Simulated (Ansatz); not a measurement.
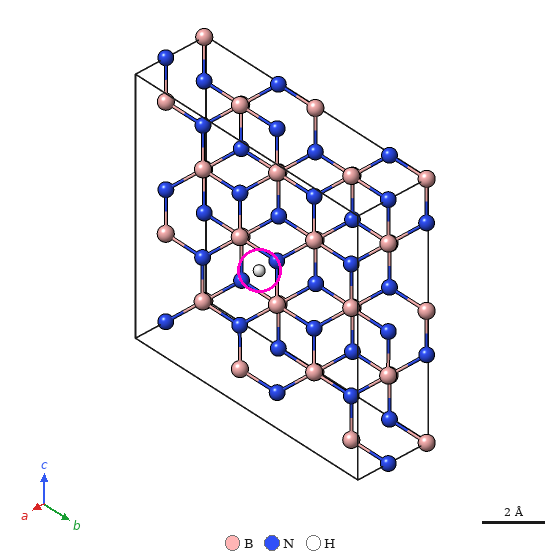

The crystal in a ball-and-stick representation, seen slightly off an axis. The wireframe shows the supercell. The host is BN, in a cell of 48 sites, and the cell is neutral. A ring marks the defect's site.

Where does the cell differ from the host, and how?

An interstitial hydrogen atom. It is bonded to no bonds drawn.

Setup: DFT PBE, scalar-relativistic, plane waves, PAW in Ansatz; a basis cut at 420 eV, Brillouin-zone sampling on a 2×2×2 mesh, Gaussian smearing of 0.01 eV, collinear spins.

Does a spin moment come with the defect?

Yes, 1.0 μB in the cell.

The atoms were relaxed in the host's cell with DFT PBE, scalar-relativistic, plane waves, PAW (Ansatz 0.2.0).
